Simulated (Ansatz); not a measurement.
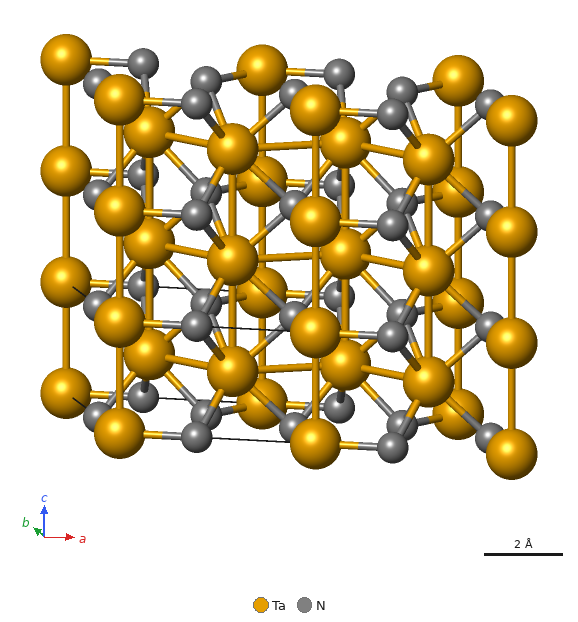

**Figure 1.** The structure as given in the input (ball-and-stick view of the cell of the calculation, repeated 2 × 1 × 3, seen slightly off an axis).

## Geometry relaxation of TaN (part 1 of 2)

System: TaN (P-62m, 6 atoms in the cell).
Method: DFT r2SCAN, scalar-relativistic, plane waves, PAW, no spin polarisation (Ansatz 0.2.0).

The structure derives from an entry of the Crystallography Open Database.

### The program's output
```
Engine: ansatz 0.2.0, x86_64-unknown-linux-gnu
Pseudopotentials: kind: paw
Pseudopotential: Ta, paw, valence charge 13, recommended cutoff 500 eV (meta_gga), Ta.paw.azcp
Pseudopotential: N, paw, valence charge 5, recommended cutoff 500 eV (meta_gga), N.paw.azcp
Functional definition: r2SCAN
  parameter k0 = 0.174
  parameter k1 = 0.065
  parameter a1 = 4.9479
  exchange = r2scan_x(k0 = k0, k1 = k1, a1 = a1)
  correlation = r2scan_c
Crystal: 6 atoms, lattice volume = 68.063 Å³
Basis set: ecut = 500 eV, 1763 PW (Γ), exchange–correlation on 160×160×96 points (64 copies of the dense FFT grid, shifted against one another)
Bands: 33, of which v1, the nominal top of the filled ones, is band 27 counted from 1 (26 counted from 0)
Symmetry: 12 space group operations
Space group: P-62m (ITA 189), of the structure as read, at distance tolerance 4.1e-5 Å
k-points: 133 of 1728 (time reversal used)
Non-local potential: Ta, projectors of the file, l = 0: 3, l = 1: 2, l = 2: 2, l = 3: 1
Non-local potential: N, projectors of the file, l = 0: 2, l = 1: 2, l = 2: 1
PAW form: soft (Blöchl's): semilocal exchange-correlation on the pseudo side does not see the compensation charge
PAW frozen core: Ta, regenerated for the run's functional (the file was generated under x = pbe(κ = 0.804, μ = 0.2195149727645171), c = pbe(β = 0.06672455060314922))
PAW frozen core: N, regenerated for the run's functional (the file was generated under x = pbe(κ = 0.804, μ = 0.2195149727645171), c = pbe(β = 0.06672455060314922))
PAW one-centre angular grid: Ta, 590 points (default); XC on 160 Gauss nodes
PAW one-centre angular grid: N, 302 points (default); XC on 160 Gauss nodes
Initial density: superposition of atomic densities (neutral atoms: chi_scale 0, normalization atom), corrected by the library's trained network
Initial wavefunctions: pseudopotential atomic-orbital guess
Functional: x = r2scan, c = r2scan; τ floored in thin density (d = 2e-4 eV/Å³)
SCF iter   1: F=—  HF=-30995.302326 eV  |F-HF|=—  |Δ(HF+E_count)|=         —  Δρ=1.23e-2  dr2=8.29e-2  dr2_τ=4.60e-1  ethr=1.77e-3  ⟨swp⟩=5.8  Hψ=18421  notcnv=0
preconditioner: auto → Kerker (q_TF=auto, 2.625 Å⁻¹)  [metal: Δε(μ)=0.057 eV  Ē_g=10.181 eV  σ=0.100 eV  W_gap=0.31  n_scr=26 (ndim 8)  ℏωp=24.7 eV  f_vac=0.000  D(μ)=0.42/eV (n_scr^D=0)]
SCF iter   2: F=—  HF=-30995.534463 eV  |F-HF|=—  |Δ(HF+E_count)|=   2.32e-1  Δρ=8.42e-3  dr2=3.20e-2  dr2_τ=2.12e-3  ethr=1.54e-4  ⟨swp⟩=2.0  Hψ=8042  notcnv=0  defer=204
SCF iter   3: F=—  HF=-30995.544560 eV  |F-HF|=—  |Δ(HF+E_count)|=   1.01e-2  Δρ=2.91e-3  dr2=5.97e-3  dr2_τ=9.51e-4  ethr=5.92e-5  ⟨swp⟩=2.0  Hψ=6222  notcnv=0  defer=204
SCF iter   4: F=—  HF=-30995.543533 eV  |F-HF|=—  |Δ(HF+E_count)|=   1.03e-3  Δρ=7.81e-4  dr2=3.27e-4  dr2_τ=9.03e-5  ethr=1.11e-5  ⟨swp⟩=2.0  Hψ=6173  notcnv=0  defer=204
SCF iter   5: F=—  HF=-30995.543695 eV  |F-HF|=—  |Δ(HF+E_count)|=   1.63e-4  Δρ=2.70e-4  dr2=4.48e-5  dr2_τ=9.62e-7  ethr=6.05e-7  ⟨swp⟩=2.0  Hψ=6177  notcnv=0  defer=204
SCF iter   6: F=—  HF=-30995.543729 eV  |F-HF|=—  |Δ(HF+E_count)|=   3.42e-5  Δρ=4.09e-5  dr2=1.30e-6  dr2_τ=6.81e-8  ethr=8.29e-8  ⟨swp⟩=2.0  Hψ=5948  notcnv=0  defer=204
SCF iter   7: F=-30995.543730 eV  HF=-30995.543730 eV  |F-HF|=1.46e-8  |Δ(HF+E_count)|=   4.52e-7  Δρ=7.82e-6  dr2=2.64e-8  dr2_τ=4.79e-9  ethr=1.85e-10  ⟨swp⟩=13.8  Hψ=34608  notcnv=0
SCF 1 converged in 7 iterations: F = -30995.543730 eV  dr2 = 2.64e-8
  greatest PAW one-centre occupation: 0.998 electrons in one spin orbital (limit 2), on the Ta atom at site 2 (counted from 0), in its partial waves of l = 0
relax step   1: F+E_penalty+E_count = -30995.54372989 eV  Δ(F+E_penalty+E_count) = +0.000e0 eV  max|allowed force component| = 3.879e-2 eV/Å  Δτ_max = 0.0000 Å  P = +0.309 GPa  Ω = 68.063 Å³  (7 SCF iters, dr2 threshold 1.00e-7 eV, accepted)
Crystal: 6 atoms, lattice volume = 68.183 Å³
Initial density: handed on by an earlier stage of this run
Initial wavefunctions: those handed on with the density
iter 1 solved again at ethr=3.30e-7 eV; its pass at ethr=3.10e-3 eV (dr2=1.78e-4 eV) is discarded
SCF iter   1: F=—  HF=-30995.543097 eV  |F-HF|=—  |Δ(HF+E_count)|=         —  Δρ=5.63e-4  dr2=1.88e-4  dr2_τ=1.18e-3  ethr=3.30e-7  ⟨swp⟩=3.2  Hψ=23985  notcnv=0
preconditioner: auto → Kerker (q_TF=auto, 2.624 Å⁻¹)  [metal: Δε(μ)=0.032 eV  Ē_g=10.090 eV  σ=0.100 eV  W_gap=0.18  n_scr=26 (ndim 8)  ℏωp=24.6 eV  f_vac=0.000  D(μ)=0.45/eV (n_scr^D=0)]
SCF iter   2: F=—  HF=-30995.543530 eV  |F-HF|=—  |Δ(HF+E_count)|=   4.33e-4  Δρ=2.84e-4  dr2=3.69e-5  dr2_τ=3.93e-6  ethr=3.30e-7  ⟨swp⟩=2.0  Hψ=7470  notcnv=0
SCF iter   3: F=—  HF=-30995.543538 eV  |F-HF|=—  |Δ(HF+E_count)|=   7.70e-6  Δρ=1.04e-4  dr2=6.28e-6  dr2_τ=1.02e-6  ethr=6.84e-8  ⟨swp⟩=2.0  Hψ=6338  notcnv=0
SCF iter   4: F=—  HF=-30995.543539 eV  |F-HF|=—  |Δ(HF+E_count)|=   1.27e-6  Δρ=4.49e-5  dr2=1.20e-6  dr2_τ=2.10e-7  ethr=1.16e-8  ⟨swp⟩=2.0  Hψ=6367  notcnv=0
SCF iter   5: F=-30995.543540 eV  HF=-30995.543540 eV  |F-HF|=4.33e-9  |Δ(HF+E_count)|=   3.43e-7  Δρ=9.20e-6  dr2=4.99e-8  dr2_τ=2.04e-9  ethr=7.58e-10  ⟨swp⟩=11.7  Hψ=33747  notcnv=0
SCF 2 converged in 5 iterations: F = -30995.543540 eV  dr2 = 4.99e-8
relax step   2: F+E_penalty+E_count = -30995.54353962 eV  Δ(F+E_penalty+E_count) = +1.903e-4 eV  max|allowed force component| = 1.049e-2 eV/Å  Δτ_max = 0.0036 Å  P = -0.136 GPa  Ω = 68.183 Å³  energy of the carried Pulay correction = -5.901e-5 eV  (5 SCF iters, dr2 threshold 4.09e-7 eV, rejected (line search))
Crystal: 6 atoms, lattice volume = 68.148 Å³
iter 1 solved again at ethr=1.30e-7 eV; its pass at ethr=3.10e-3 eV (dr2=7.02e-5 eV) is discarded
SCF iter   1: F=—  HF=-30995.543816 eV  |F-HF|=—  |Δ(HF+E_count)|=         —  Δρ=3.34e-4  dr2=7.80e-5  dr2_τ=2.82e-4  ethr=1.30e-7  ⟨swp⟩=3.1  Hψ=23727  notcnv=0
preconditioner: auto → Kerker (q_TF=auto, 2.625 Å⁻¹)  [metal: Δε(μ)=0.049 eV  Ē_g=10.094 eV  σ=0.100 eV  W_gap=0.27  n_scr=26 (ndim 8)  ℏωp=24.6 eV  f_vac=0.000  D(μ)=0.45/eV (n_scr^D=0)]
SCF iter   2: F=—  HF=-30995.543920 eV  |F-HF|=—  |Δ(HF+E_count)|=   1.04e-4  Δρ=1.52e-4  dr2=1.12e-5  dr2_τ=1.61e-6  ethr=1.30e-7  ⟨swp⟩=2.0  Hψ=7553  notcnv=0
SCF iter   3: F=—  HF=-30995.543916 eV  |F-HF|=—  |Δ(HF+E_count)|=   3.33e-6  Δρ=5.96e-5  dr2=2.23e-6  dr2_τ=1.79e-7  ethr=2.08e-8  ⟨swp⟩=2.1  Hψ=5824  notcnv=0
SCF iter   4: F=—  HF=-30995.543932 eV  |F-HF|=—  |Δ(HF+E_count)|=   1.58e-5  Δρ=2.15e-5  dr2=3.00e-7  dr2_τ=8.40e-8  ethr=4.14e-9  ⟨swp⟩=2.0  Hψ=6309  notcnv=0
SCF iter   5: F=—  HF=-30995.543932 eV  |F-HF|=—  |Δ(HF+E_count)|=  3.27e-11  Δρ=6.32e-6  dr2=1.77e-8  dr2_τ=9.79e-10  ethr=5.56e-10  ⟨swp⟩=2.0  Hψ=6383  notcnv=0
SCF iter   6: F=—  HF=-30995.543932 eV  |F-HF|=—  |Δ(HF+E_count)|=   9.13e-9  Δρ=9.20e-7  dr2=3.13e-10  dr2_τ=5.79e-11  ethr=3.27e-11  ⟨swp⟩=2.0  Hψ=7433  notcnv=0
SCF iter   7: F=-30995.543932 eV  HF=-30995.543932 eV  |F-HF|=1.46e-11  |Δ(HF+E_count)|=  4.33e-10  Δρ=1.98e-7  dr2=2.56e-11  dr2_τ=5.33e-12  ethr=1.00e-12  ⟨swp⟩=7.1  Hψ=22482  notcnv=0
SCF 3 converged in 7 iterations: F = -30995.543932 eV  dr2 = 2.56e-11
relax step   3: F+E_penalty+E_count = -30995.54393218 eV  Δ(F+E_penalty+E_count) = -2.023e-4 eV  max|allowed force component| = 8.291e-3 eV/Å  Δτ_max = 0.0020 Å  P = -0.037 GPa  Ω = 68.148 Å³  energy of the carried Pulay correction = -4.177e-5 eV  (7 SCF iters, accepted)
Crystal: 6 atoms, lattice volume = 68.143 Å³
iter 1 solved again at ethr=1.38e-9 eV; its pass at ethr=3.10e-3 eV (dr2=7.47e-7 eV) is discarded
SCF iter   1: F=—  HF=-30995.543940 eV  |F-HF|=—  |Δ(HF+E_count)|=         —  Δρ=3.70e-5  dr2=7.93e-7  dr2_τ=6.21e-6  ethr=1.38e-9  ⟨swp⟩=2.4  Hψ=22276  notcnv=0
preconditioner: auto → Kerker (q_TF=auto, 2.625 Å⁻¹)  [metal: Δε(μ)=0.051 eV  Ē_g=10.094 eV  σ=0.100 eV  W_gap=0.28  n_scr=26 (ndim 8)  ℏωp=24.6 eV  f_vac=0.000  D(μ)=0.44/eV (n_scr^D=0)]
SCF iter   2: F=—  HF=-30995.543940 eV  |F-HF|=—  |Δ(HF+E_count)|=   7.70e-7  Δρ=2.38e-5  dr2=3.35e-7  dr2_τ=8.92e-9  ethr=1.38e-9  ⟨swp⟩=2.0  Hψ=6313  notcnv=0
SCF iter   3: F=—  HF=-30995.543940 eV  |F-HF|=—  |Δ(HF+E_count)|=   3.31e-8  Δρ=9.10e-6  dr2=4.68e-8  dr2_τ=1.26e-8  ethr=6.21e-10  ⟨swp⟩=2.0  Hψ=6387  notcnv=0
SCF iter   4: F=-30995.543940 eV  HF=-30995.543940 eV  |F-HF|=4.00e-10  |Δ(HF+E_count)|=   3.82e-9  Δρ=3.77e-6  dr2=6.05e-9  dr2_τ=4.85e-10  ethr=1.67e-11  ⟨swp⟩=6.8  Hψ=26900  notcnv=0
SCF 4 converged in 4 iterations: F = -30995.543940 eV  dr2 = 6.05e-9
relax step   4: F+E_penalty+E_count = -30995.54394034 eV  Δ(F+E_penalty+E_count) = -8.166e-6 eV  max|allowed force component| = 2.045e-3 eV/Å  Δτ_max = 0.0003 Å  P = -0.003 GPa  Ω = 68.143 Å³  energy of the carried Pulay correction = -3.929e-5 eV  (4 SCF iters, dr2 threshold 9.03e-9 eV, accepted)
Initial wavefunctions: pseudopotential atomic-orbital guess (no wavefunctions were taken with the density)
iter 1 solved again at ethr=2.20e-8 eV; its pass at ethr=3.10e-3 eV (dr2=1.19e-5 eV) is discarded
SCF iter   1: F=—  HF=-30995.543969 eV  |F-HF|=—  |Δ(HF+E_count)|=         —  Δρ=4.96e-6  dr2=6.43e-9  dr2_τ=9.13e-9  ethr=2.20e-8  ⟨swp⟩=4.2  Hψ=33168  notcnv=0
SCF iter   2: F=—  HF=-30995.543980 eV  |F-HF|=—  |Δ(HF+E_count)|=   1.14e-5  Δρ=2.66e-6  dr2=1.68e-9  dr2_τ=5.26e-10  ethr=1.19e-11  ⟨swp⟩=2.3  Hψ=6902  notcnv=0
SCF iter   3: F=—  HF=-30995.543980 eV  |F-HF|=—  |Δ(HF+E_count)|=   1.52e-9  Δρ=7.20e-7  dr2=2.37e-10  dr2_τ=4.46e-11  ethr=3.10e-12  ⟨swp⟩=2.2  Hψ=6505  notcnv=0
SCF iter   4: F=-30995.543980 eV  HF=-30995.543980 eV  |F-HF|=1.09e-11  |Δ(HF+E_count)|=  1.64e-10  Δρ=1.51e-7  dr2=1.23e-11  dr2_τ=1.48e-12  ethr=1.00e-12  ⟨swp⟩=7.9  Hψ=23287  notcnv=0
SCF 5 converged in 4 iterations: F = -30995.543980 eV  dr2 = 1.23e-11
relax step   5: F+E_penalty+E_count = -30995.54398009 eV  Δ(F+E_penalty+E_count) = -3.974e-5 eV  max|allowed force component| = 2.049e-3 eV/Å  Δτ_max = 0.0000 Å  P = -0.004 GPa  Ω = 68.143 Å³  stress off target by 2.43e-2 GPa  SCF on the basis re-selected at this cell (its energy is not comparable with the rows above)  (4 SCF iters)
```

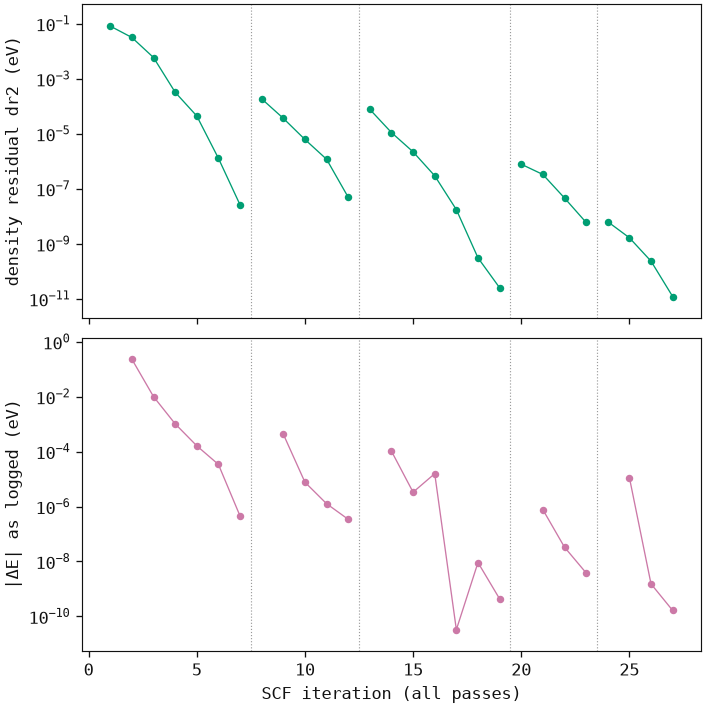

**Figure 2.** Convergence of the self-consistent field: density residual dr2 and size of the energy change against the SCF iteration. The dotted lines part the SCF passes of the relaxation: geometry steps, rejected trials and re-solves on a re-selected basis. The 5 passes take 4 to 7 iterations each, 27 in all.

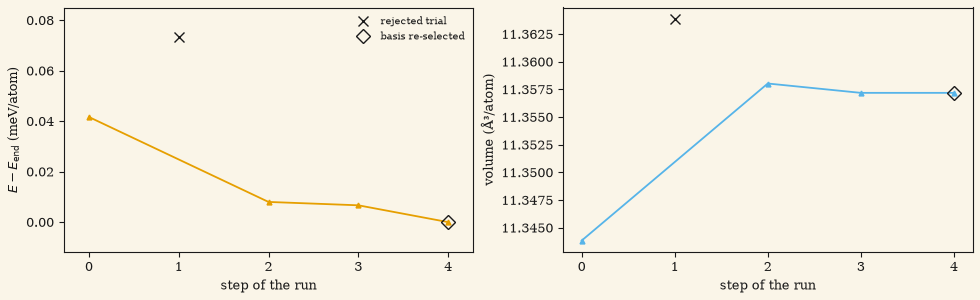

**Figure 3.** Progress of the relaxation, step by step (the first geometry is step 0 here and step 1 in the log). The atoms keep their places relative to the cell (all moves are under 0.005 Å). Cell: a = b 5.196 → 5.200 Å (+0.1 %), c 2.911 → 2.910 Å (0.0 %). Volume +0.1 %. The space group stays P-62m (No. 189). The energy falls by next to nothing (0.0 meV per atom) in 3 geometry steps. Largest force component: 0.039 eV/Å at the start, 0.002 eV/Å at the end. Pressure: 0.31 GPa at the start and 0.00 GPa at the end. The line search rejected the trial step at point 1 (counted from 0) and went back. A last SCF at the same geometry on a re-selected plane-wave basis shifts the energy by next to nothing (0.0 meV per atom).

```
basis re-selected at this cell: Δ(F+E_penalty+E_count) = -3.974e-5 eV, ΔP = -0.000 GPa vs the last step (what re-selecting the basis moved, of the pressure what is left beyond the Pulay correction that the steps carried, after the strain that the cell walked since its last selection, with what the two solves' SCF thresholds leave and, on support functions, any second-order correction that the steps lacked; it is no measure of the basis error at this ecutwfc). This SCF's stress stands 2.43e-2 GPa from its target on what of the cell is left free (relax.cell.stress_tol is 5.00e-2 GPa) and its largest allowed force component is 2.05e-3 eV/Å (relax.f_tol is 5.00e-3 eV/Å): within both
SCF converged after 4 iterations
Free energy (F): -30995.543980 eV
Harris-Foulkes:  -30995.543980 eV  (|F-HF|=1.09e-11)
Internal energy: -30995.541757 eV  (E = F + TS)
E sigma→0 (E₀):  -30995.542868 eV
Entropy (-TS):   -0.002223 eV (-0.371 meV/atom)
Fermi energy:    19.760786 eV
```
